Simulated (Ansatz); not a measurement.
**Hf: density, localisation and related maps**

Input file:

```
crystal:
  lattice:
    - [3.1966985242, -0.0479504779, -0.0479504779]
    - [-1.639875594, 2.7923973691, -0.017551093]
    - [-0.075867, -0.075867, 5.0578]
  atoms:
    - { symbol: Hf, position: [0.3333333333, 0.6666666667, 0.25] }
    - { symbol: Hf, position: [0.6666666667, 0.3333333333, 0.75] }
kpoints:
  mp_grid: { grid: [13, 13, 7] }
scf:
  occupations: { method: fermi_dirac, width: 0.05 }
hamiltonian:
  xc: pbesol
  pseudopotentials: { kind: paw }
output:
  forces: true
  stress: true
  eigenvalues: true
  efg: { contact_densities: true }
  write_density: true
  write_potential: true
  elf: true
  volumetric_format: npy
```

Launched as:

```sh
ansatz run input.yaml --threads 1 --pin off --max-ram 3072MiB --backend cpu --events-out ev --progress --plain --runs-dir out
```

Below, planes, directions and counts refer to the conventional cell (a = 3.16 Å, b = 3.20 Å, c = 5.06 Å, α = 88.29°, β = 87.64°, γ = 61.28°).

Space group P-1; changed on purpose from its base cell (equal xy, yz and zx shear strains of -3 %, PAW files); computed pressure about −4 GPa in this cell.

Method: DFT, PBEsol, PAW with Ansatz's default frozen-core files, scalar-relativistic in Ansatz 0.2.0.

The density is the valence pseudo-density of a PAW calculation; it isn't the true density close to the nuclei.

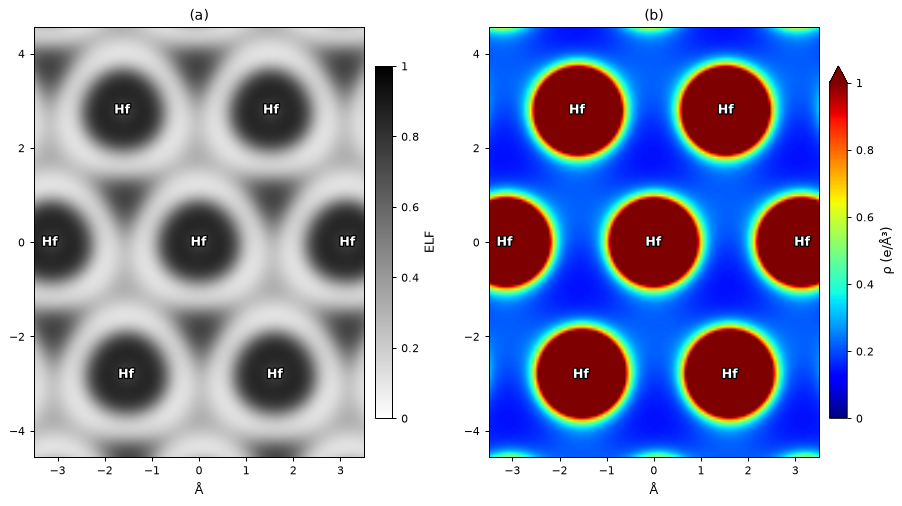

Figure 1. (a) ELF; (b) valence electron density on the (001) plane of the conventional cell.

Describe what can be read from this map.

Answer.
- Atoms in the plane: Hf.
- Hf–Hf (3.16 Å): ρ is about 0.19 e/Å³ halfway; the ELF is about 0.25 at the midpoint: no shared electron pair shows on this line.
- Hf–Hf (3.20 Å): the density is about 0.19 e/Å³ at the midpoint; the ELF is about 0.30 at the midpoint; no shared electron pair shows on this line.
- Hf–Hf (3.24 Å): the density is about 0.18 e/Å³ at the midpoint; the ELF is about 0.30 at the midpoint; no shared electron pair shows on this line.
- Between the atoms the lowest density in this plane is 0.14 e/Å³.
- The ELF has a maximum of about 0.75 in the space between the atoms, on no atom or two-centre bond.
- The features right at Hf lie inside the PAW spheres, where the map follows smoothed inner orbitals and isn't to be read closely.

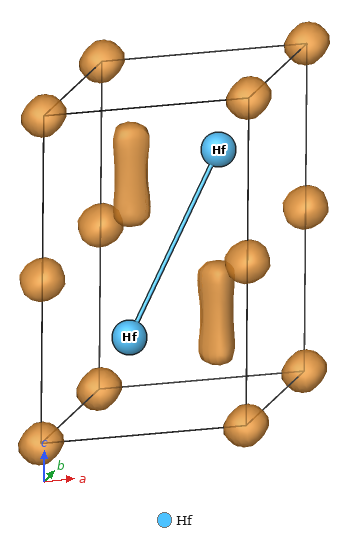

Figure 2. Isosurface of the ELF at 0.65 (orange), seen slightly off an axis. Only the valence region is drawn (cores and ρ < 0.01 e/Å³ removed). Sticks mark near contacts.

What do the ELF domains correspond to?

Answer. The ELF exceeds this value in four pockets between the atoms, centred on no nucleus (multi-centre or interstitial), counted in one cell of 2 atoms. Any copies at cell faces, edges or corners count once. There are no localised bonds or lone pairs at this value. Along the contacts the grid gives the following. Hf–Hf (3.06 Å): the ELF is about 0.20 at the midpoint; no localised pair shows between them. Hf–Hf (3.13 Å): the ELF is about 0.20 at the midpoint; no shared electron pair shows on this line.

Metal or insulator at this level of theory?

Answer. It is metallic or semimetallic at this level of theory: no gap opens.
